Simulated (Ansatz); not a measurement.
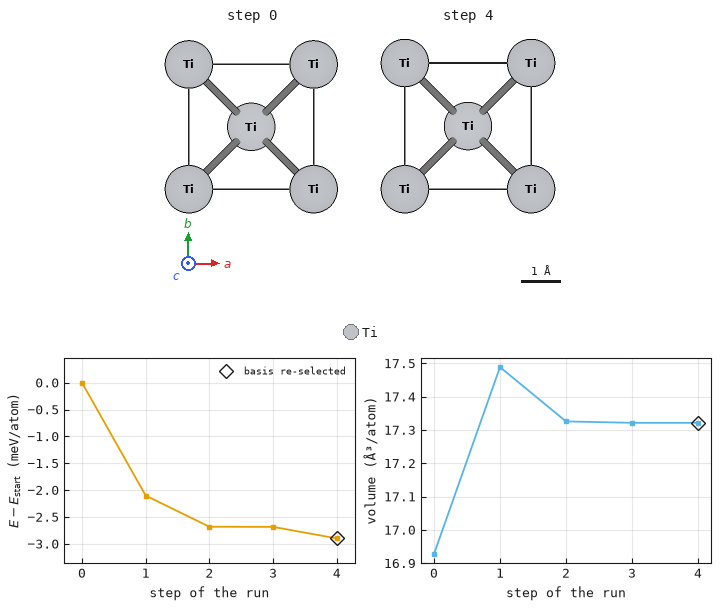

First and last geometry of a relaxation of crystalline Ti (set up in I4/mmm), with the history of the run. Style: ball-and-stick. Shown: the cell of the calculation, along the c axis.

Case: uniaxial strain along c of -3.0 %; a, b and atoms relaxed.

Computed with Ansatz, DFT r2SCAN, scalar-relativistic, plane waves, PAW.

Input file:
```yaml
crystal:
  lattice:
    - [3.2761781692, 0.0, 0.0]
    - [0.0, 3.2761781692, 0.0]
    - [0.0, 0.0, 3.1542360537]
  atoms:
    - { symbol: Ti, position: [0.0, 0.0, 0.0] }
    - { symbol: Ti, position: [0.5, 0.5, 0.5] }
basis:
  ecutwfc: 500
kpoints:
  mp_grid: { grid: [16, 16, 16] }
hamiltonian:
  xc: r2scan
scf:
  occupations: { method: gaussian, width: 0.1 }
output:
  forces: true
  stress: true
  eigenvalues: true
relax:
  adjacent_minimum: "off"
  f_tol: 0.008
  max_steps: 40
  cell: { stress_tol: 0.015, fix: [c, angles] }
```

Launched with:
```bash
ansatz run input.yaml --threads 1 --pin off --max-ram 2560MiB --backend cpu --events-out ev --progress --plain --runs-dir out
```

> Read the history and describe the run.

It converged. The atoms keep their places relative to the cell (all moves are under 0.005 Å). The drawn cell changes as follows: a = b 3.276 → 3.314 Å (+1.2 %), c unchanged at 3.154 Å; the volume changes by +2.3 %. Among the contacts that change: Ti1–Ti2 2.802 → 2.825 Å. The space group stays I4/mmm (No. 139). After 3 accepted moves (4 points after the start) the energy has fallen by 2.9 meV per atom. All forces vanish by symmetry, so only the cell relaxes. Pressure: 1.84 GPa at the start and −0.73 GPa at the end. The SCF was repeated once at an unchanged geometry on a basis and grid sized afresh for the cell, which shifted the energy by 0.2 meV per atom at most. The run took 4.3 min on 1 thread of AMD EPYC (Zen 3) (shared host), peak memory 0.61 GiB.

| step | E − E(0), meV/atom | pressure, GPa | volume, Å³/atom | note |
| --- | --- | --- | --- | --- |
| 0 | 0.00 | 1.84 | 16.928 |  |
| 1 | -2.10 | -1.76 | 17.489 |  |
| 2 | -2.68 | -0.77 | 17.326 |  |
| 3 | -2.68 | -0.74 | 17.322 |  |
| 4 | -2.90 | -0.73 | 17.322 | same geometry, new basis |
